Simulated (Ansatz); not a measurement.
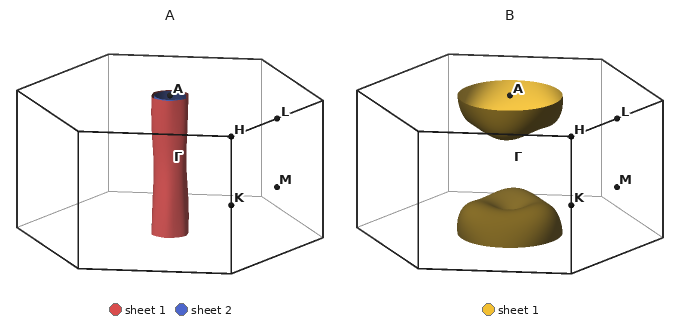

Constant-energy surfaces of MnO2 (P-3m1) near its two band edges (0.10 eV into the valence band, 0.10 eV into the conduction band), in unknown order.

Theory: Ansatz, DFT PBE, scalar-relativistic, plane waves, PAW; levels and slopes on a dense k mesh at the converged density. Collinear spin polarisation. k mesh for the levels: 24×24×14. The geometry was not relaxed (residual pressure 5 GPa). The cell comes from a database of computed structures, not from a measurement.

Masses come from a second pass at points close to the extrema; at the energies drawn a band may no longer be parabolic.

Which panel shows the holes and which the electrons?

B shows the valence band (holes), A the conduction band (electrons).

Describe the extrema and the gap.

Valence band (extrema up to 0.10 eV from the edge): six equivalent maxima on the A–L line (spin up), nearly flat in one direction, with masses 1.78 and 4.07 mₑ across. Spin-up band 15 forms the valence edge. The surfaces also take in A, where this band lies 0.07 eV below its edge.
Conduction band (extrema up to 0.10 eV from the edge): one minimum at A (spin down), two bands meeting there. Spin-down band 13 forms the conduction edge; spin-down band 14 meets it there. The surfaces also take in Γ, where this band lies 0.01 eV above its edge, so they needn't be separate pockets.
The gap is indirect, 0.83 eV at this level of theory, which underestimates gaps and can reorder valleys that lie close.

Where one band's surface lies inside another's, the outer one hides all or part of it.

The run ends with a net moment of 3.0 μB a cell, the order reached from its starting moments, not necessarily the lowest. Spin-orbit coupling, left out here, can split bands that meet at an edge and change their masses. The mesh is coarse (steps of 0.11 Å⁻¹).
